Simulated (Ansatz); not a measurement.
The coordinates of a crystal:

```
CELL_PARAMETERS angstrom
2.45617 0.00000 0.00000
-1.22809 2.12711 0.00000
0.00000 0.00000 8.52380
ATOMIC_POSITIONS crystal
C 0.33333 0.66667 0.50000
C 0.66667 0.33333 0.50000
```

> Summarise the structure in words.

The element is carbon. The cell holds two atoms. Each C atom is coordinated by three C in a trigonal planar arrangement at 1.42 Å. The bonds build C layers parallel to (001).

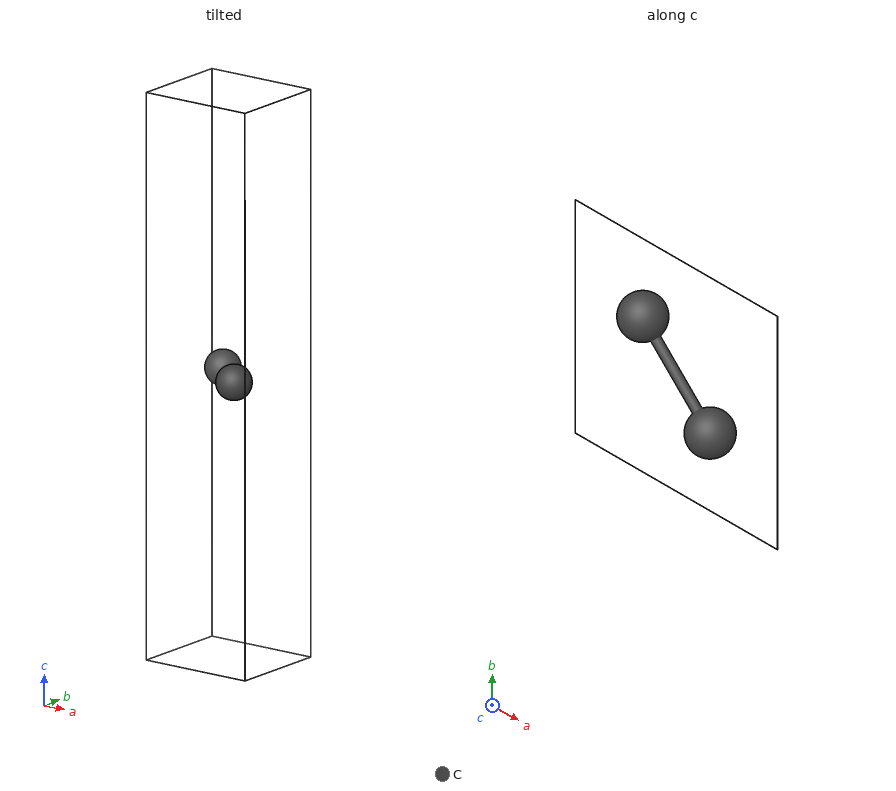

An orthographic ball-and-stick view of the structure, slightly off an axis and along the c axis. The simulation cell is drawn as a box.

It goes back to a structure listed in the Materials Project. Earlier steps of the study may have refined or changed the cell and positions. Ansatz was used for an electronic-structure calculation on it.
